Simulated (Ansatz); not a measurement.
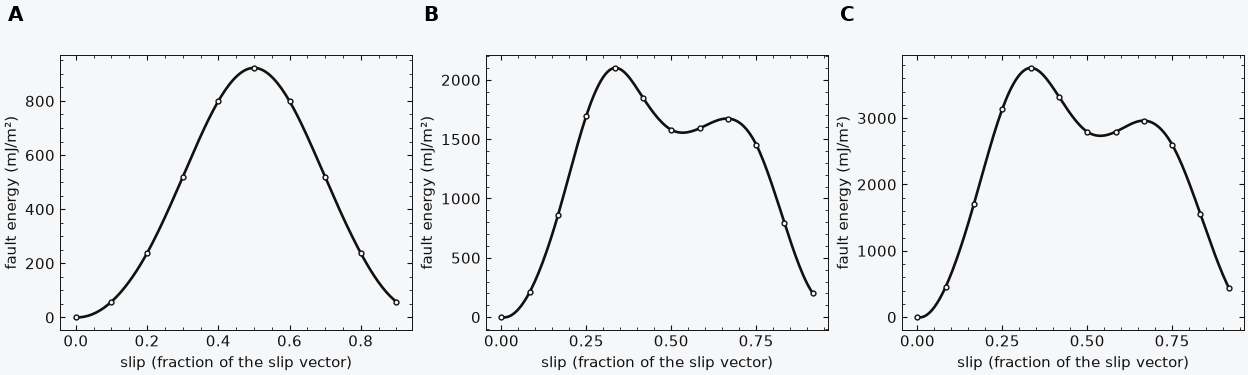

Each panel shows the fault energy against slip for one of these solids: AlN, P6_3mc (No. 186), 10.4 Å³/atom; Si, Fd-3m (No. 227), 20.0 Å³/atom; ZnS, P6_3mc (No. 186), 20.2 Å³/atom.

How it was computed, with Ansatz 0.2.0: rigid slide of a crystal across a plane by tilting cell vector c, one fault a cell, unrelaxed, by plane-wave density functional theory with PAW datasets, free energies less that of the undisturbed cell, pressure positive in compression; scalar-relativistic. Level: PBE, no spin polarisation.

Q: Match the panels to the solids.

A: A is ZnS (fault energy from 0.0 mJ/m² to 922.3 mJ/m²); B is Si (fault energy from 0.0 mJ/m² to 2100.8 mJ/m²); C is AlN (fault energy from 0.0 mJ/m² to 3756.9 mJ/m²).

For AlN, limits of the calculation: odd k mesh can miss points on the zone edge; reference crystal is not relaxed.

For Si, limits of the calculation: gap closes along the scan on a mesh chosen for the insulator; odd k mesh can miss points on the zone edge; reference crystal is not relaxed.
